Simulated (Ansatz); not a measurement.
**What a change does: single-point calculation on Ti$_{3}$H**

System: Ti$_{3}$H (slab, 8 atoms in the cell).
Method of run A: DFT PBE, scalar-relativistic, plane waves, PAW, PAW set soft_1, no spin polarisation (Ansatz 0.2.0).

The structure derives from an entry of the Crystallography Open Database. Text and figures count atoms from 1; the logs count them from 0 in places.

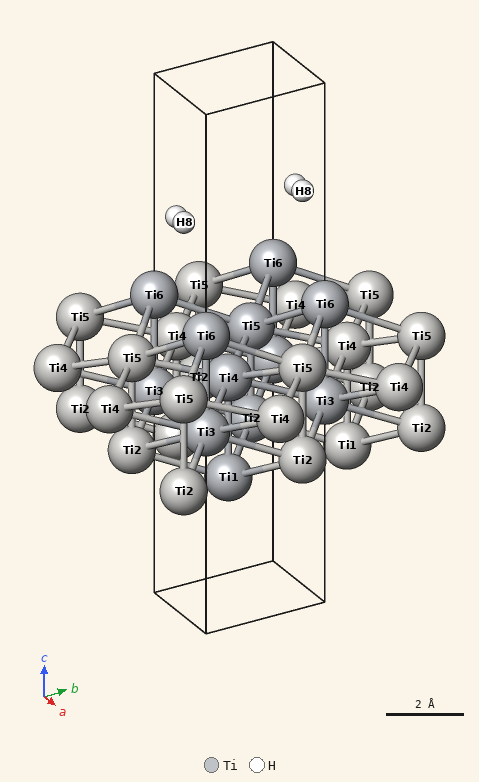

The structure as given in the input (ball-and-stick view of the cell of the calculation, with the vacuum cut short, seen slightly off an axis; neighbours outside the cell are drawn fainter; atoms are numbered from 1 in the order of the input). An atom can appear more than once, as a periodic image.

### Input, run A
```yaml
crystal:
  lattice:
    - [4.6037402164, 0.0, 0.0]
    - [-2.3018701082, 3.9869559799, 0.0]
    - [0.0, 0.0, 22.4968206792]
  atoms:
    - { symbol: Ti, position: [0.6666666667, 0.3333333333, 0.1778029019] }
    - { symbol: Ti, position: [0.3333333333, 0.6666666667, 0.2195747837] }
    - { symbol: Ti, position: [0.0, 0.0, 0.2613466656] }
    - { symbol: Ti, position: [0.6666666667, 0.3333333333, 0.2980472718] }
    - { symbol: Ti, position: [0.3333333333, 0.6666666667, 0.3304570052] }
    - { symbol: Ti, position: [0.0, 0.0, 0.3776898434] }
    - { symbol: H, position: [0.429405226, 1.0, 0.4932617296] }
    - { symbol: H, position: [0.570594774, 1.0, 0.4932617296] }
basis:
  ecutwfc: 420
kpoints:
  mp_grid: { grid: [6, 6, 1] }
hamiltonian:
  xc: pbe
  pseudopotentials: { kind: paw, azcp: { folder: soft_1 } }
scf:
  occupations: { method: gaussian, width: 0.1 }
output:
  forces: true
  eigenvalues: true
efield:
  axis: 3
  dipole_correction: true
  ramp_width: 0.04
```

Launched with:
```bash
ansatz run input.yaml --threads 1 --pin off --max-ram 3072MiB --backend cpu --events-out ev --progress --plain --runs-dir out
```

Hardware: 1 thread of Arm Neoverse V1, 24 GiB of memory available, shared host.

### Output, shortened to warnings, some set-up lines, iterations and results (run A)
```
Basis set: ecut = 420 eV, 8133 PW (Γ), exchange–correlation on 64×64×320 points (8 copies of the dense FFT grid, shifted against one another)
Symmetry: 2 space group operations
k-points: 13 of 36 (time reversal used)
[...]
SCF iter   1: F=—  HF=-15034.771905 eV  |F-HF|=—  |Δ(HF+E_count)|=         —  Δρ=6.80e-2  dr2=1.01e2  ethr=3.10e-3  p=0.000 e·Å  D=1.22e-6 V/Å  ΔV_dip=-0.00 eV  …
SCF iter   2: F=—  HF=-15027.599299 eV  |F-HF|=—  |Δ(HF+E_count)|=    7.17e0  Δρ=7.68e-2  dr2=9.28e1  ethr=3.10e-3  p=0.046 e·Å  D=2.00e-2 V/Å  ΔV_dip=-0.45 eV  …
SCF iter   3: F=—  HF=-15024.781007 eV  |F-HF|=—  |Δ(HF+E_count)|=    2.82e0  Δρ=2.67e-2  dr2=1.17e1  ethr=3.10e-3  p=0.053 e·Å  D=2.33e-2 V/Å  ΔV_dip=-0.52 eV  …
SCF iter   4: F=—  HF=-15024.245043 eV  |F-HF|=—  |Δ(HF+E_count)|=   5.36e-1  Δρ=1.07e-2  dr2=1.67e0  ethr=3.10e-3  p=0.033 e·Å  D=1.43e-2 V/Å  ΔV_dip=-0.32 eV  …
SCF iter   5: F=—  HF=-15024.168956 eV  |F-HF|=—  |Δ(HF+E_count)|=   7.61e-2  Δρ=5.69e-3  dr2=3.37e-1  ethr=2.25e-3  p=0.036 e·Å  D=1.58e-2 V/Å  ΔV_dip=-0.36 eV  …
[... 5 lines ...]
SCF iter  11: F=—  HF=-15024.174176 eV  |F-HF|=—  |Δ(HF+E_count)|=   6.78e-6  Δρ=2.13e-5  dr2=3.08e-6  ethr=3.25e-8  p=0.037 e·Å  D=1.64e-2 V/Å  ΔV_dip=-0.37 eV  …
SCF iter  12: F=—  HF=-15024.174180 eV  |F-HF|=—  |Δ(HF+E_count)|=   3.47e-6  Δρ=1.01e-5  dr2=4.68e-7  ethr=4.16e-9  p=0.037 e·Å  D=1.64e-2 V/Å  ΔV_dip=-0.37 eV  …
SCF iter  13: F=—  HF=-15024.174181 eV  |F-HF|=—  |Δ(HF+E_count)|=   1.34e-6  Δρ=5.72e-6  dr2=2.06e-7  ethr=1.35e-10  p=0.037 e·Å  D=1.64e-2 V/Å  ΔV_dip=-0.37 eV  …
SCF iter  14: F=-15024.174182 eV  HF=-15024.174182 eV  |F-HF|=2.64e-7  |Δ(HF+E_count)|=   5.97e-7  Δρ=2.08e-6  dr2=1.26e-8  ethr=1.35e-10  p=0.037 e·Å  D=1.64e-2 V/Å  …
SCF 1 converged in 14 iterations: F = -15024.174182 eV  dr2 = 1.26e-8
SCF converged after 14 iterations
Free energy (F): -15024.174182 eV
Harris-Foulkes:  -15024.174182 eV  (|F-HF|=2.64e-7)
Internal energy: -15024.106823 eV  (E = F + TS)
E sigma→0 (E₀):  -15024.140503 eV
Entropy (-TS):   -0.067359 eV (-8.420 meV/atom)
Fermi energy:    1.050031 eV
Dipole field:    D = 0.016379 V/Å  (p = 0.037376 e·Å, saw-weighted, corrected)
Work function:   Φ+ = 3.0757 eV   Φ− = 3.4442 eV
Levels:          The Fermi level and band energies are counted from a zero that moves with the ramp; work functions are not
--- Per-component energies (eV) ---
  E_band       = -1827.592014
  E_kinetic    = 1715.077522
  E_local      = -61457.446065  (includes V_loc(G=0)·N_el)
  E_nonlocal   = 369.665266
  E_hartree    = 29741.254900
  E_xc         = -709.544211
  E_vxc        = -888.480129  (∫ρ·V_xc dr)
  E_paw        = -6257.528731  (= ΣΔE_a)
  E_vpaw       = -1050.336025  (= ΣTr[D̂ρ^β])
  E_aug_tail   = -0.002979  (compensation charges beyond the density's cutoff)
  E_efield     = 0.000306  (sawtooth field / dipole correction)
  E_vefield    = 1.424338  (∫n·V_field dr)
  E_ewald      = 21574.417169
  E_smearing   = -0.067359  (= −TS)
  E_closure    = 0.000000  (closes the sum)
  Σ components = -15024.174182   (vs F -15024.174182, Δ=0.00e0)
--- Forces (eV/Å), atoms counted from 1 ---
  atom   1  Ti     0.00000000     0.01137144     0.12013224
  atom   2  Ti     0.00000000    -0.02505254     0.49841820
  atom   3  Ti     0.00000000    -0.00149894    -0.56074781
  atom   4  Ti     0.00000000     0.01548502    -0.02755476
  atom   5  Ti     0.00000000     0.00056000    -0.04352491
  atom   6  Ti     0.00000000    -0.00739678    -0.14783474
  atom   7  H     -4.84025921     0.00326613     0.08057992
  atom   8  H      4.84025921     0.00326613     0.08057992
  max |Σ_I F_I| component: 4.81e-5 eV/Å
```

For run B the input was changed thus:
```diff
-    - { symbol: H, position: [0.429405226, 1.0, 0.4932617296] }
-    - { symbol: H, position: [0.570594774, 1.0, 0.4932617296] }
+    - { symbol: H, position: [0.429405226, 1.0, 0.4688138306] }
+    - { symbol: H, position: [0.570594774, 1.0, 0.4688138306] }
```

What does this change do to the results?

With the same functional and potentials, run B lies 17.0 meV per atom higher. The largest force goes from 4.841 to 4.921 eV/Å. The work function goes from 3.08 to 2.94 eV. The SCF takes 13 iterations against 14.

### Output, shortened to warnings, some set-up lines, iterations and results (run B)
```
Basis set: ecut = 420 eV, 8133 PW (Γ), exchange–correlation on 64×64×320 points (8 copies of the dense FFT grid, shifted against one another)
Symmetry: 2 space group operations
k-points: 13 of 36 (time reversal used)
[...]
SCF iter   1: F=—  HF=-15034.556336 eV  |F-HF|=—  |Δ(HF+E_count)|=         —  Δρ=6.76e-2  dr2=1.01e2  ethr=3.10e-3  p=0.000 e·Å  D=2.05e-6 V/Å  ΔV_dip=-0.00 eV  …
SCF iter   2: F=—  HF=-15028.016495 eV  |F-HF|=—  |Δ(HF+E_count)|=    6.54e0  Δρ=7.97e-2  dr2=1.09e2  ethr=3.10e-3  p=0.065 e·Å  D=2.84e-2 V/Å  ΔV_dip=-0.64 eV  …
SCF iter   3: F=—  HF=-15024.446731 eV  |F-HF|=—  |Δ(HF+E_count)|=    3.57e0  Δρ=2.39e-2  dr2=8.85e0  ethr=3.10e-3  p=0.049 e·Å  D=2.14e-2 V/Å  ΔV_dip=-0.48 eV  …
SCF iter   4: F=—  HF=-15024.090551 eV  |F-HF|=—  |Δ(HF+E_count)|=   3.56e-1  Δρ=9.39e-3  dr2=1.31e0  ethr=3.10e-3  p=0.040 e·Å  D=1.77e-2 V/Å  ΔV_dip=-0.40 eV  …
SCF iter   5: F=—  HF=-15024.031373 eV  |F-HF|=—  |Δ(HF+E_count)|=   5.92e-2  Δρ=4.57e-3  dr2=1.97e-1  ethr=1.77e-3  p=0.048 e·Å  D=2.10e-2 V/Å  ΔV_dip=-0.47 eV  …
SCF iter   6: F=—  HF=-15024.036576 eV  |F-HF|=—  |Δ(HF+E_count)|=   5.20e-3  Δρ=1.38e-3  dr2=1.73e-2  ethr=2.67e-4  p=0.053 e·Å  D=2.32e-2 V/Å  ΔV_dip=-0.52 eV  …
SCF iter   7: F=—  HF=-15024.037604 eV  |F-HF|=—  |Δ(HF+E_count)|=   1.03e-3  Δρ=4.09e-4  dr2=1.02e-3  ethr=2.34e-5  p=0.053 e·Å  D=2.34e-2 V/Å  ΔV_dip=-0.53 eV  …
SCF iter   8: F=—  HF=-15024.037730 eV  |F-HF|=—  |Δ(HF+E_count)|=   1.26e-4  Δρ=2.62e-4  dr2=6.17e-4  ethr=1.37e-6  p=0.053 e·Å  D=2.32e-2 V/Å  ΔV_dip=-0.52 eV  …
SCF iter   9: F=—  HF=-15024.037733 eV  |F-HF|=—  |Δ(HF+E_count)|=   3.06e-6  Δρ=1.06e-4  dr2=1.26e-4  ethr=8.33e-7  p=0.052 e·Å  D=2.30e-2 V/Å  ΔV_dip=-0.52 eV  …
SCF iter  10: F=—  HF=-15024.037730 eV  |F-HF|=—  |Δ(HF+E_count)|=   3.40e-6  Δρ=3.30e-5  dr2=8.89e-6  ethr=1.71e-7  p=0.052 e·Å  D=2.28e-2 V/Å  ΔV_dip=-0.51 eV  …
SCF iter  11: F=—  HF=-15024.037848 eV  |F-HF|=—  |Δ(HF+E_count)|=   1.18e-4  Δρ=1.38e-5  dr2=9.56e-7  ethr=1.20e-8  p=0.052 e·Å  D=2.28e-2 V/Å  ΔV_dip=-0.51 eV  …
SCF iter  12: F=—  HF=-15024.037850 eV  |F-HF|=—  |Δ(HF+E_count)|=   1.28e-6  Δρ=8.90e-6  dr2=2.57e-7  ethr=1.29e-9  p=0.052 e·Å  D=2.28e-2 V/Å  ΔV_dip=-0.51 eV  …
SCF iter  13: F=-15024.037852 eV  HF=-15024.037851 eV  |F-HF|=6.19e-7  |Δ(HF+E_count)|=   1.51e-6  Δρ=3.93e-6  dr2=5.28e-8  ethr=1.35e-10  p=0.052 e·Å  D=2.28e-2 V/Å  …
SCF 1 converged in 13 iterations: F = -15024.037852 eV  dr2 = 5.28e-8
SCF converged after 13 iterations
Free energy (F): -15024.037852 eV
Harris-Foulkes:  -15024.037851 eV  (|F-HF|=6.19e-7)
Internal energy: -15023.968872 eV  (E = F + TS)
E sigma→0 (E₀):  -15024.003362 eV
Entropy (-TS):   -0.068980 eV (-8.623 meV/atom)
Fermi energy:    1.104768 eV
Dipole field:    D = 0.022805 V/Å  (p = 0.052042 e·Å, saw-weighted, corrected)
Work function:   Φ+ = 2.9394 eV   Φ− = 3.4524 eV
Levels:          The Fermi level and band energies are counted from a zero that moves with the ramp; work functions are not
--- Per-component energies (eV) ---
  E_band       = -1824.036946
  E_kinetic    = 1715.834631
  E_local      = -61919.115348  (includes V_loc(G=0)·N_el)
  E_nonlocal   = 369.806391
  E_hartree    = 29973.632102
  E_xc         = -709.775433
  E_vxc        = -888.800967  (∫ρ·V_xc dr)
  E_paw        = -6257.652626  (= ΣΔE_a)
  E_vpaw       = -1050.558630  (= ΣTr[D̂ρ^β])
  E_aug_tail   = -0.002975  (compensation charges beyond the density's cutoff)
  E_efield     = 0.000593  (sawtooth field / dipole correction)
  E_vefield    = 1.544530  (∫n·V_field dr)
  E_ewald      = 21803.303794
  E_smearing   = -0.068980  (= −TS)
  E_closure    = 0.000000  (closes the sum)
  Σ components = -15024.037852   (vs F -15024.037852, Δ=0.00e0)
--- Forces (eV/Å), atoms counted from 1 ---
  atom   1  Ti     0.00000000     0.02162533     0.12132245
  atom   2  Ti     0.00000000    -0.05716679     0.49966938
  atom   3  Ti     0.00000000     0.00082786    -0.51396177
  atom   4  Ti     0.00000000     0.04295418    -0.04500080
  atom   5  Ti     0.00000000     0.00191492    -0.09377866
  atom   6  Ti     0.00000000    -0.00891022    -0.31436720
  atom   7  H     -4.91792239    -0.00061826     0.17308164
  atom   8  H      4.91792239    -0.00061826     0.17308164
  max |Σ_I F_I| component: 4.67e-5 eV/Å
```

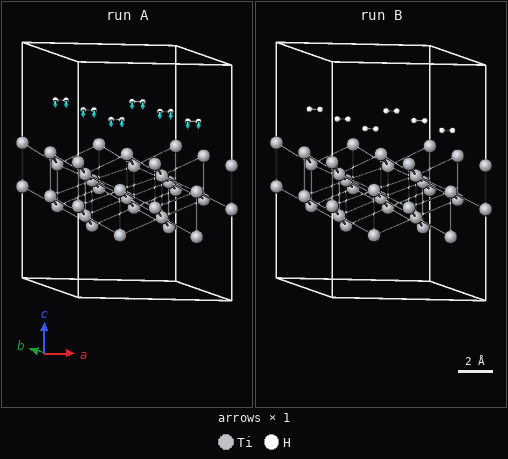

The two input geometries at one scale (ball-and-stick view of the 2 × 2 repeat of the cell, with the vacuum cut short, seen slightly off an axis). The teal arrows on the first give the shifts of the atoms relative to the cell, at true length. The largest moves, 0.55 Å, are those of H atoms. Ti stays in place. The lattice vectors keep their values.

### The two runs side by side

| quantity | run A | run B |
| --- | --- | --- |
| outcome | converged | converged |
| free energy per atom (eV) | −1878.0218 | −1878.0047 |
| energy per atom, smearing taken to zero (eV) | −1878.0176 | −1878.0004 |
| gap on the mesh (eV) | 0.00 | 0.00 |
| work function (eV) | 3.08 | 2.94 |
| largest force (eV/Å) | 4.841 | 4.921 |
| SCF iterations | 14 | 13 |
| irreducible k-points | 13 | 13 |
| plane waves at Γ | 8133 | 8133 |
| wall time (shared host) | 41 s | 38 s |
